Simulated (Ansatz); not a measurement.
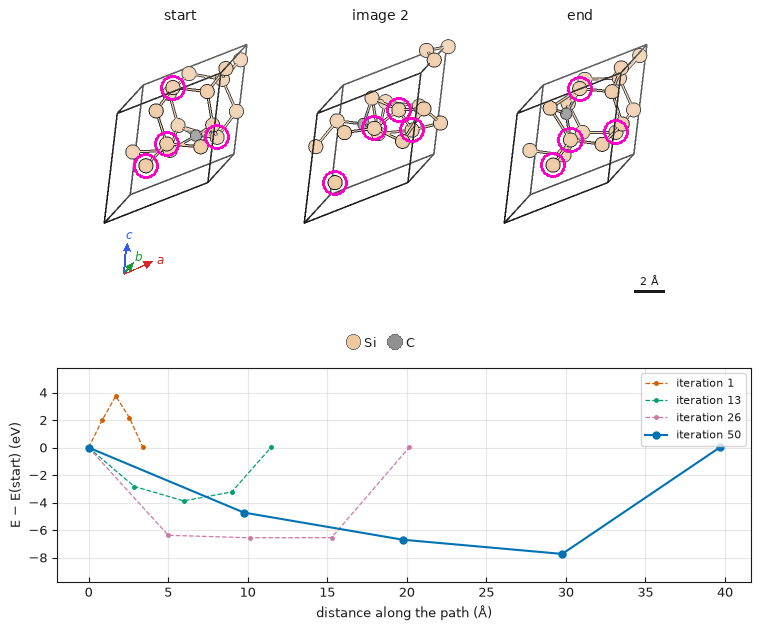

A nudged-elastic-band calculation for Si with an interstitial C (17 atoms in the cell). Images are numbered from 0 (start) to 4 (end). The plot follows the band through its iterations. Style: ball-and-stick. Shown: the reduced simulation cell (origin moved), slightly off an axis. The atoms that move most are ringed. Lengths and directions refer to the drawn axes. Bonds to atoms that aren't drawn are left out.

Method: Ansatz 0.2.0, DFT PBE, scalar-relativistic, plane waves, PAW. Run with plane-wave cutoff 420 eV; k-point mesh 1 × 1 × 1; Gaussian smearing 0.05 eV; spin collinear; 3 movable images; climbing image; force threshold 0.05 eV/Å; iteration limit 50.

Did the band converge, and can the barrier be trusted?

The result isn't final. The band hadn't converged when the run stopped after 50 iterations. The largest force component is 0.96 eV/Å at the start and 1.01 eV/Å at the end; an end with forces this large is no minimum, and the barrier measured from it can be far off. A single k-point is too coarse for this cell, so the energies are unreliable. The first iteration put the highest image at 3.74 eV. Relative to the start the highest point is image 4 at +0.01 eV and the end lies at +0.01 eV, but the profile dips to −7.73 eV at image 3 on the way, so there may be an intermediate minimum, or an end is no minimum.

Limits of the set-up: the periodic images lie only 7.7 Å apart, so the values are limited by the cell's size.

The run took 85 s on 2 threads of AMD EPYC 9R45 96-Core Processor (Zen 5), with other jobs on the host, peak memory 0.75 GiB.

PAW datasets: the set soft_1.
